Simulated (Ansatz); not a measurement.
**Geometry relaxation of Ir$_{16}$O (part 3 of 3)**

The same run, continued: Ir$_{16}$O (slab, 17 atoms in the cell); DFT PBE+D3(BJ), scalar-relativistic, plane waves, PAW, no spin polarisation (Ansatz 0.2.0); cutoff 420 eV, 6×6×1 k-mesh, Gaussian smearing of 0.1 eV. The structure derives from an entry of the Crystallography Open Database. The input holds or restrains some coordinates. Forces given for the steps count only the free coordinates.

Geometry of the input (Å; fractional positions):
```
5.4314  0.0000  0.0000
-2.7157  4.7037  0.0000
0.0000  0.0000  25.6520
Ir 0.3333  0.1667  0.3314
Ir 0.3333  0.6667  0.3314
Ir 0.8333  0.1667  0.3314
Ir 0.8333  0.6667  0.3314
Ir 0.6667  0.3333  0.4178
Ir 0.6667  0.8333  0.4178
Ir 0.1667  0.3333  0.4178
Ir 0.1667  0.8333  0.4178
Ir 0.0000  0.5000  0.5030
Ir 0.0000  0.0000  0.5030
Ir 0.5000  0.5000  0.5030
Ir 0.5000  0.0000  0.5030
Ir 0.3333  0.6667  0.5883
Ir 0.3333  0.1667  0.5883
Ir 0.8333  0.6667  0.5883
Ir 0.8333  0.1667  0.5883
O  0.0833  0.1667  0.6499
```

### Output, continued
```
  k-point 12: bands = ["-87.5155", "-87.5034", "-87.4922", "-87.4538", "-87.4416", "-87.4326", "-87.4267", "-87.2852", "-87.2417", "-87.2239", "-87.2154", "-86.9182", "-86.8512", "-86.8406", "-86.8297", "-86.7050", "-44.6365", "-44.6236", "-44.6092", "-44.5999", "-44.5759", "-44.5500", "-44.5431", "-44.5111", "-44.4635", "-44.4211", "-44.3995", "-44.3809", "-44.3710", "-44.3408", "-44.2918", "-44.2831", "-44.2582", "-44.2505", "-44.2485", "-44.2251", "-44.2003", "-44.1973", "-44.1612", "-44.1245",
      "-44.1170", "-44.0956", "-44.0814", "-44.0741", "-44.0119", "-43.9709", "-43.9558", "-43.9199", "-43.8932", "-43.8664", "-43.8498", "-43.8233", "-43.8084", "-43.7289", "-43.6702", "-43.6669", "-43.6151", "-43.6107", "-43.5791", "-43.5681", "-43.5615", "-43.5604", "-43.5510", "-43.4823", "-14.2107", "-3.4799", "-2.5998", "-2.2618", "-1.8795", "-1.7148", "-1.4649", "-1.3597", "-1.2077", "-1.1046", "-0.9973", "-0.9487", "-0.8884", "-0.7693", "-0.6560", "-0.5310",
      "-0.4965", "-0.4147", "-0.3291", "-0.1232", "0.0332", "0.0844", "0.2182", "0.2371", "0.3534", "0.4091", "0.4874", "0.5453", "0.6151", "0.6572", "0.7393", "0.8613", "1.0616", "1.1825", "1.2413", "1.3981", "1.4587", "1.5104", "1.6126", "1.7422", "1.8776", "1.9192", "2.0422", "2.0724", "2.1366", "2.1619", "2.2946", "2.3250", "2.4378", "2.4906", "2.6355", "2.7945", "2.8608", "2.9672", "3.0948", "3.1400",
      "3.3112", "3.3682", "3.4349", "3.5190", "3.6046", "3.7525", "3.8331", "3.9748", "4.0488", "4.0835", "4.1704", "4.3410", "4.3923", "4.5622", "4.6143", "4.6700", "4.8461", "4.9264", "5.0928", "5.2472", "5.3370", "5.4379", "5.5614", "5.6314", "5.7707", "5.9097", "5.9907", "6.0503", "6.2454", "6.2775", "6.3815", "6.5303", "6.7576", "6.9368", "7.2345", "7.7013", "8.3233", "8.6440", "9.3742", "9.8700",
      "10.2084", "10.4725", "10.9597", "11.4503", "11.6496", "11.9233", "12.1576"]
--- Relaxed structure (9 steps of the walk, 9 accepted, 0 SCFs on fresh bases) ---
  F+E_penalty+E_count = -191533.29077639 eV   max|allowed force component| = 1.885e-3 eV/Å
  atoms:
    - { symbol: Ir, position: [0.3333333333499999, 0.1666666667, 0.331357893] }
    - { symbol: Ir, position: [0.33333333335, 0.6666666667, 0.331357893] }
    - { symbol: Ir, position: [0.8333333333499999, 0.1666666667, 0.331357893] }
    - { symbol: Ir, position: [0.8333333333499998, 0.6666666667000001, 0.331357893] }
    - { symbol: Ir, position: [0.6666666666499999, 0.3333333333, 0.41779711] }
    - { symbol: Ir, position: [0.6666666666499999, 0.8333333333, 0.41779711] }
    - { symbol: Ir, position: [0.16666666664999996, 0.3333333333, 0.41779711] }
    - { symbol: Ir, position: [0.16666666664999993, 0.8333333333, 0.41779711] }
    - { symbol: Ir, position: [-0.00032208401117017615, 0.5002991292476651, 0.5026737035942946] }
    - { symbol: Ir, position: [-0.00032285155627409566, -0.0006457031125481277, 0.5026743626145802] }
    - { symbol: Ir, position: [0.5006212132588351, 0.5002991292476651, 0.5026737035942946] }
    - { symbol: Ir, position: [0.4999919501413671, -1.6099717265529766e-5, 0.5035329907627353] }
    - { symbol: Ir, position: [0.3393463613569844, 0.678692722713969, 0.5906610023661621] }
    - { symbol: Ir, position: [0.3393432684063215, 0.16060886208096628, 0.5906614396307448] }
    - { symbol: Ir, position: [0.8333174419116368, 0.6666348838232736, 0.587939345251894] }
    - { symbol: Ir, position: [0.8212655936746447, 0.16060886208096628, 0.5906614396307448] }
    - { symbol: O, position: [0.16665426181633444, 0.3333085236326689, 0.639126707003019] }
```

### Trajectory as extended XYZ (Å, eV, eV/Å), 6 of the 9 frames kept, from step=1 to step=9
```
17
Lattice="5.4314 0.0000 0.0000 -2.7157 4.7037 0.0000 0.0000 0.0000 25.6520" Properties=species:S:1:pos:R:3:forces:R:3 step=1 energy=-191532.54413
Ir    1.3578    0.7839    8.5000    0.0437  -0.0008   0.2771
Ir    0.0000    3.1358    8.5000    0.0000  -0.0645   0.2129
Ir    4.0735    0.7839    8.5000   -0.0437  -0.0008   0.2771
Ir    2.7157    3.1358    8.5000    0.0000   0.0720   0.3468
Ir    2.7157    1.5679   10.7173    0.0000  -0.0542  -0.2624
Ir    1.3578    3.9197   10.7173    0.1412   0.0037  -0.5654
Ir    0.0000    1.5679   10.7173    0.0000   0.0151  -0.2260
Ir   -1.3578    3.9197   10.7173   -0.1412   0.0037  -0.5654
Ir   -1.3578    2.3518   12.9030   -0.1387  -0.1047   0.0635
Ir    0.0000    0.0000   12.9030    0.0000   0.0188  -0.4576
Ir    1.3578    2.3518   12.9030    0.1387  -0.1047   0.0635
Ir    2.7157    0.0000   12.9030    0.0000  -0.1576   0.5488
Ir    0.0000    3.1358   15.0911    0.0000   0.3027  -0.3986
Ir    1.3578    0.7839   15.0911   -0.3617  -0.0521   1.2599
Ir    2.7157    3.1358   15.0911    0.0000  -0.0215  -0.2254
Ir    4.0735    0.7839   15.0911    0.3617  -0.0521   1.2599
O     0.0000    0.7839   16.6711    0.0000   0.1966  -1.6097
17
Lattice="5.4314 0.0000 0.0000 -2.7157 4.7037 0.0000 0.0000 0.0000 25.6520" Properties=species:S:1:pos:R:3:forces:R:3 step=3 energy=-191532.83535
Ir    1.3578    0.7839    8.5000    0.0656   0.0051   0.3009
Ir    0.0000    3.1358    8.5000    0.0000  -0.0101   0.2411
Ir    4.0735    0.7839    8.5000   -0.0656   0.0051   0.3009
Ir    2.7157    3.1358    8.5000    0.0000   0.0794   0.4001
Ir    2.7157    1.5679   10.7173    0.0000  -0.2296  -0.2711
Ir    1.3578    3.9197   10.7173    0.0145   0.0196  -0.3167
Ir    0.0000    1.5679   10.7173    0.0000   0.0565  -0.1830
Ir   -1.3578    3.9197   10.7173   -0.0145   0.0196  -0.3167
Ir   -1.3630    2.3430   12.9094    0.0557   0.0243  -0.1296
Ir    0.0000    0.0067   12.8887    0.0000  -0.0488   0.0398
Ir    1.3630    2.3430   12.9094   -0.0557   0.0243  -0.1296
Ir    2.7157   -0.0047   12.9508    0.0000   0.0539  -0.2419
Ir    0.0000    3.1845   15.0718    0.0000  -0.1340   0.2949
Ir    1.3682    0.8109   15.1686    0.2105  -0.2072  -0.1330
Ir    2.7157    3.1497   15.0721    0.0000  -0.0987   0.0377
Ir    4.0632    0.8109   15.1686   -0.2105  -0.2072  -0.1330
O     0.0000    1.0665   16.5652    0.0000   0.6484   0.2388
17
Lattice="5.4314 0.0000 0.0000 -2.7157 4.7037 0.0000 0.0000 0.0000 25.6520" Properties=species:S:1:pos:R:3:forces:R:3 step=4 energy=-191533.01401
Ir    1.3578    0.7839    8.5000    0.0584  -0.0061   0.2783
Ir    0.0000    3.1358    8.5000    0.0000   0.0113   0.2306
Ir    4.0735    0.7839    8.5000   -0.0584  -0.0061   0.2783
Ir    2.7157    3.1358    8.5000    0.0000   0.0507   0.3923
Ir    2.7157    1.5679   10.7173    0.0000  -0.1950  -0.3341
Ir    1.3578    3.9197   10.7173   -0.0161  -0.0162  -0.3598
Ir    0.0000    1.5679   10.7173    0.0000  -0.0148  -0.1968
Ir   -1.3578    3.9197   10.7173    0.0161  -0.0162  -0.3598
Ir   -1.3576    2.3385   12.9019   -0.0515   0.0198  -0.0789
Ir    0.0000   -0.0061   12.8896    0.0000  -0.0470   0.1105
Ir    1.3576    2.3385   12.9019    0.0515   0.0198  -0.0789
Ir    2.7157   -0.0104   12.9346    0.0000   0.0568   0.0377
Ir    0.0000    3.1645   15.0874    0.0000  -0.2382   0.4173
Ir    1.3698    0.7852   15.1618    0.3463  -0.3289  -0.1771
Ir    2.7157    3.1192   15.0742    0.0000   0.1387   0.0553
Ir    4.0615    0.7852   15.1618   -0.3463  -0.3289  -0.1771
O     0.0000    1.2602   16.5229    0.0000   0.9010  -0.0373
17
Lattice="5.4314 0.0000 0.0000 -2.7157 4.7037 0.0000 0.0000 0.0000 25.6520" Properties=species:S:1:pos:R:3:forces:R:3 step=6 energy=-191533.21900
Ir    1.3578    0.7839    8.5000    0.0269  -0.0252   0.2641
Ir    0.0000    3.1358    8.5000    0.0000   0.0323   0.2855
Ir    4.0735    0.7839    8.5000   -0.0269  -0.0252   0.2641
Ir    2.7157    3.1358    8.5000    0.0000  -0.0229   0.3967
Ir    2.7157    1.5679   10.7173    0.0000  -0.1009  -0.2743
Ir    1.3578    3.9197   10.7173   -0.0623   0.0185  -0.3011
Ir    0.0000    1.5679   10.7173    0.0000  -0.0365  -0.0796
Ir   -1.3578    3.9197   10.7173    0.0623   0.0185  -0.3011
Ir   -1.3605    2.3468   12.8976   -0.0206  -0.0383  -0.0598
Ir    0.0000   -0.0127   12.9028    0.0000   0.0382  -0.0883
Ir    1.3605    2.3468   12.8976    0.0206  -0.0383  -0.0598
Ir    2.7157   -0.0133   12.9312    0.0000   0.0421  -0.2182
Ir    0.0000    3.1362   15.1664    0.0000   1.2550  -0.6671
Ir    1.4056    0.7319   15.1444    0.0439  -0.0526   0.0507
Ir    2.7157    3.1168   15.0919    0.0000  -0.0077  -0.0824
Ir    4.0258    0.7319   15.1444   -0.0439  -0.0526   0.0507
O     0.0000    1.6224   16.3750    0.0000  -1.0039   0.8195
17
Lattice="5.4314 0.0000 0.0000 -2.7157 4.7037 0.0000 0.0000 0.0000 25.6520" Properties=species:S:1:pos:R:3:forces:R:3 step=7 energy=-191533.28474
Ir    1.3578    0.7839    8.5000    0.0279  -0.0164   0.2631
Ir    0.0000    3.1358    8.5000    0.0000   0.0392   0.2562
Ir    4.0735    0.7839    8.5000   -0.0279  -0.0164   0.2631
Ir    2.7157    3.1358    8.5000    0.0000  -0.0046   0.3788
Ir    2.7157    1.5679   10.7173    0.0000  -0.0547  -0.3592
Ir    1.3578    3.9197   10.7173   -0.0556   0.0435  -0.3747
Ir    0.0000    1.5679   10.7173    0.0000   0.0159  -0.1729
Ir   -1.3578    3.9197   10.7173    0.0556   0.0435  -0.3747
Ir   -1.3598    2.3558   12.8902   -0.0022  -0.0024   0.0699
Ir    0.0000    0.0019   12.8915    0.0000  -0.0492   0.0007
Ir    1.3598    2.3558   12.8902    0.0022  -0.0024   0.0699
Ir    2.7157    0.0025   12.9143    0.0000  -0.0002   0.0110
Ir    0.0000    3.2165   15.1651    0.0000  -0.3166  -0.0593
Ir    1.4060    0.7523   15.1488   -0.0807   0.1737   0.0719
Ir    2.7157    3.1358   15.0726    0.0000  -0.0112   0.0763
Ir    4.0254    0.7523   15.1488    0.0807   0.1737   0.0719
O     0.0000    1.5800   16.3975    0.0000  -0.0165  -0.1917
17
Lattice="5.4314 0.0000 0.0000 -2.7157 4.7037 0.0000 0.0000 0.0000 25.6520" Properties=species:S:1:pos:R:3:forces:R:3 step=9 energy=-191533.29078
Ir    1.3578    0.7839    8.5000    0.0306  -0.0177   0.2649
Ir    0.0000    3.1358    8.5000    0.0000   0.0353   0.2649
Ir    4.0735    0.7839    8.5000   -0.0306  -0.0177   0.2649
Ir    2.7157    3.1358    8.5000    0.0000   0.0000   0.3836
Ir    2.7157    1.5679   10.7173    0.0000  -0.0602  -0.3485
Ir    1.3578    3.9197   10.7173   -0.0518   0.0297  -0.3485
Ir    0.0000    1.5679   10.7173    0.0000  -0.0003  -0.1297
Ir   -1.3578    3.9197   10.7173    0.0518   0.0297  -0.3485
Ir   -1.3604    2.3533   12.8946    0.0000   0.0001  -0.0017
Ir    0.0000   -0.0030   12.8946    0.0000   0.0003  -0.0019
Ir    1.3604    2.3533   12.8946    0.0000   0.0001  -0.0017
Ir    2.7157   -0.0001   12.9166    0.0000   0.0002   0.0009
Ir    0.0000    3.1924   15.1516    0.0000  -0.0014   0.0004
Ir    1.4069    0.7555   15.1517   -0.0011   0.0010   0.0004
Ir    2.7157    3.1356   15.0818    0.0000   0.0002  -0.0010
Ir    4.0244    0.7555   15.1517    0.0011   0.0010   0.0004
O     0.0000    1.5678   16.3949    0.0000   0.0000   0.0010
```

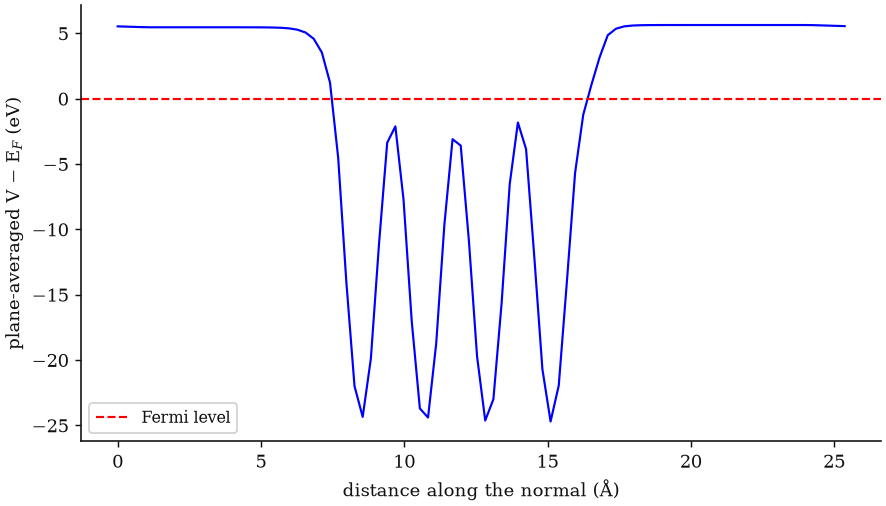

Figure 1. Plane average of the electrostatic potential energy of an electron across the cell, from the Fermi level. The vacuum level lies 5.64 eV above the Fermi level on the upper side and 5.46 eV on the lower.

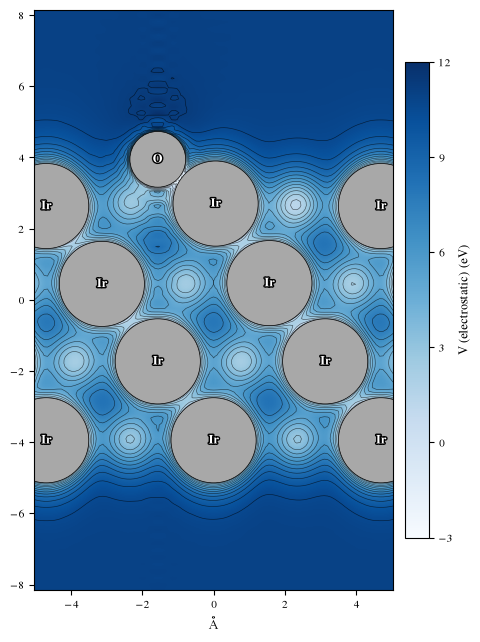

Figure 2. Electrostatic potential (local pseudopotential plus Hartree) felt by an electron on the (110) plane of the calculation cell, a cut from vacuum to vacuum. Grey discs, where drawn, cover atomic cores. The section cuts through Ir and O sites. Core electrons are frozen (PAW), so the fields are smoothed inside the atomic spheres.

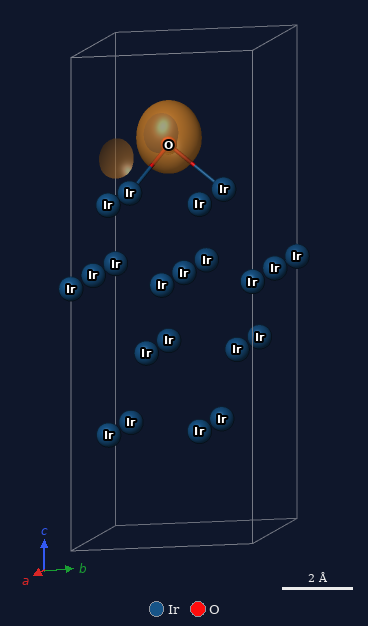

Figure 3. Isosurface of the ELF at 0.5 (orange), seen slightly off an axis. Core shells and regions of very low density are left out. Sticks mark near contacts. Along the contacts the grid gives the following. Ir–O (2.05 Å): the ELF peaks at about 0.80 in the valence shell of O, 0.6 Å from its nucleus, and drops to about 0.20 between the two atoms; no shared pair; the contact is polar.

### Results in brief

| quantity | value |
| --- | --- |
| outcome | converged under the restraints of the input |
| electrons treated | 278 |
| free energy | −191533.2908 eV |
| work function, top face | 5.64 eV |
| work function, bottom face | 5.46 eV |
| Fermi energy | 5.415 eV |
| gap on the k-point mesh | none (metallic) |
| final volume | 655.34 Å³ |
| work function (upper face) | 5.64 eV |
| largest force (length of the vector) at the end, held atoms and coordinates included | 0.384 eV/Å |
| hardware | 4 threads of Intel Xeon (Sapphire Rapids), 64 GiB of memory available, shared host |
| wall time | 4.4 min (CPU time 17 min) |
| peak memory | 2.8 GiB |

### Remarks

The program warns: the exchange-correlation potential is rough where the density is thin. Spin–orbit coupling is left out, which matters for Ir.
